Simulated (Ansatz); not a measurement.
# P: 5 runs along one coordinate

System: P (1 atom in the cell).
Method: DFT PBE+D3(BJ), scalar-relativistic, plane waves, PAW, no spin polarisation (Ansatz 0.2.0).

The 5 runs differ only in the geometry, by a strain of the cell at fixed fractional positions. Against run 3, the strain is εxx = −0.01 η, εxz = η and εzz = −0.01 η. The structure derives from an entry of the Crystallography Open Database.

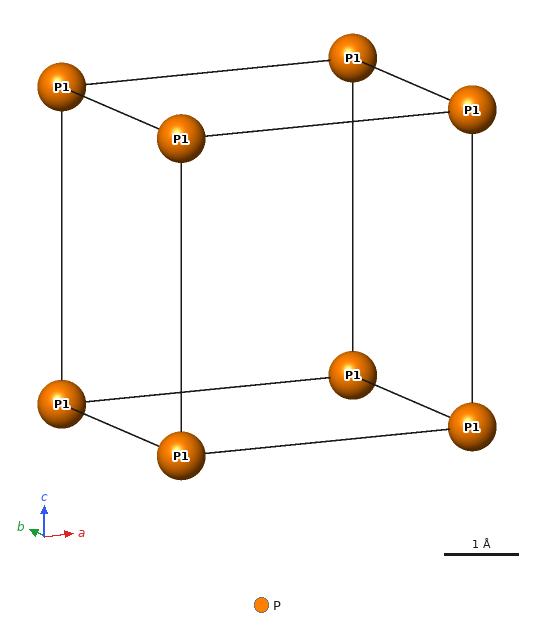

Figure 1. The structure of run 3 (ball-and-stick view of the cell of the calculation, seen slightly off an axis; atoms are numbered from 1 in the order of the input).

## Input of run 3
```yaml
crystal:
  lattice:
    - [4.2729048574, 0.0, 0.0534113107]
    - [0.0, 4.2729048574, 0.0]
    - [0.054725, 0.0, 4.378]
  atoms:
    - { symbol: P, position: [0.0, 0.0, 0.0] }
basis:
  ecutwfc: 420
kpoints:
  mp_grid: { grid: [12, 12, 12] }
hamiltonian:
  xc: pbe
  dispersion: d3bj
scf:
  occupations: { method: gaussian, width: 0.15 }
output:
  forces: true
  stress: true
  eigenvalues: true
```

Run 4 differs from it as follows:
```diff
-    - [4.2729048574, 0.0, 0.0534113107]
+    - [4.2729048574, 0.0, 0.1602339322]
-    - [0.054725, 0.0, 4.378]
+    - [0.164175, 0.0, 4.378]
```

## Results, with one run withheld

```csv
run,strain parameter η (%),"free energy per atom, from the lowest run given (meV)",pressure (GPa)
1,−6.2510,4.27,−3.84
2,−3.7506,0.87,−3.84
3,0.0000,0.00,−3.84
4,2.5004,?,?
5,3.1255,3.22,−3.84
```

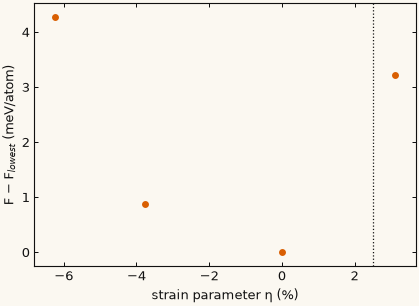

Figure 2. Free energy per atom of the runs given; the dotted line marks run 4.

Estimate the energy of run 4 from the others.

A quadratic polynomial in the coordinate, fitted to the 4 runs given, misses them by at most 0.01 meV per atom. With x = η + 1.7190, it reads F = −0.23744 − 0.16977 x + 0.18222 x² (meV per atom). At run 4 it gives 2.29 meV per atom, and the run itself gives 2.30. The fit has its minimum at η = −1.2532 %.

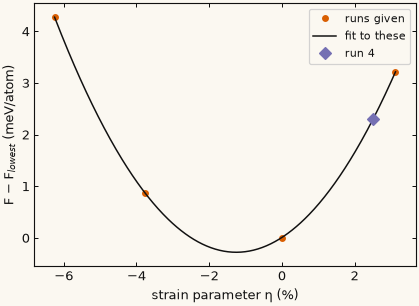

Figure 3. The fit and the withheld run.

## Output, shortened to warnings, some set-up lines, iterations and results (run 4)
```
Basis set: ecut = 420 eV, 1551 PW (Γ), exchange–correlation on 60×60×60 points (8 copies of the dense FFT grid, shifted against one another)
Symmetry: 4 space group operations
k-points: 518 of 1728
Initial density: superposition of atomic densities (neutral atoms: chi_scale 0, normalization atom), corrected by the library's trained network
[...]
SCF iter   1: F=—  HF=-751.542882 eV  |F-HF|=—  |Δ(HF+E_count)|=         —  Δρ=1.82e-3  dr2=5.55e-3  ethr=1.77e-3  ⟨swp⟩=5.1  Hψ=29049  notcnv=0
SCF iter   2: F=—  HF=-751.542576 eV  |F-HF|=—  |Δ(HF+E_count)|=   3.06e-4  Δρ=7.86e-4  dr2=1.23e-3  ethr=1.11e-4  ⟨swp⟩=3.0  Hψ=9657  notcnv=0
SCF iter   3: F=—  HF=-751.542408 eV  |F-HF|=—  |Δ(HF+E_count)|=   1.68e-4  Δρ=3.97e-4  dr2=1.77e-4  ethr=2.45e-5  ⟨swp⟩=2.0  Hψ=4971  notcnv=0
SCF iter   4: F=—  HF=-751.542397 eV  |F-HF|=—  |Δ(HF+E_count)|=   1.04e-5  Δρ=2.33e-4  dr2=3.89e-5  ethr=3.53e-6  ⟨swp⟩=2.0  Hψ=5007  notcnv=0
SCF iter   5: F=—  HF=-751.542391 eV  |F-HF|=—  |Δ(HF+E_count)|=   6.38e-6  Δρ=2.21e-5  dr2=2.95e-7  ethr=7.78e-7  ⟨swp⟩=1.0  Hψ=3627  notcnv=0
SCF iter   6: F=-751.542392 eV  HF=-751.542392 eV  |F-HF|=5.65e-8  |Δ(HF+E_count)|=   1.02e-6  Δρ=7.88e-6  dr2=3.88e-8  ethr=2.00e-9  ⟨swp⟩=7.2  Hψ=21067  notcnv=0
SCF 1 converged in 6 iterations: F = -751.542392 eV  dr2 = 3.88e-8
SCF converged after 6 iterations
Free energy (F): -751.542392 eV
Harris-Foulkes:  -751.542392 eV  (|F-HF|=5.65e-8)
Internal energy: -751.503233 eV  (E = F + TS)
E sigma→0 (E₀):  -751.522812 eV
Entropy (-TS):   -0.039159 eV (-39.159 meV/atom)
Fermi energy:    -2.793853 eV
--- Per-component energies (eV) ---
  E_band       = -32.094127
  E_kinetic    = 61.649249
  E_local      = -139.731856  (includes V_loc(G=0)·N_el)
  E_nonlocal   = 33.586017
  E_hartree    = 36.071528
  E_xc         = -55.232099
  E_vxc        = -52.331153  (∫ρ·V_xc dr)
  E_paw        = -569.138261  (= ΣΔE_a)
  E_vpaw       = -7.409726  (= ΣTr[D̂ρ^β])
  E_aug_tail   = 0.000003  (compensation charges beyond the density's cutoff)
  E_ewald      = -118.627820
  E_disp       = -0.079994  (pairwise vdW)
  E_smearing   = -0.039159  (= −TS)
  E_closure    = -0.000000  (closes the sum)
  Σ components = -751.542392   (vs F -751.542392, Δ=0.00e0)
--- Forces (eV/Å), atoms counted from 1 ---
  atom   1  P      0.00000000     0.00000000     0.00000000
  max |Σ_I F_I| component: 0.00e0 eV/Å
--- Stress (GPa, compression-positive) ---
       -3.964262      -0.000000      -0.277908
       -0.000000      -3.979160      -0.000000
       -0.277908      -0.000000      -3.569883
  P = ⅓ Tr σ = -3.8378 GPa (-38.378 kbar)
```
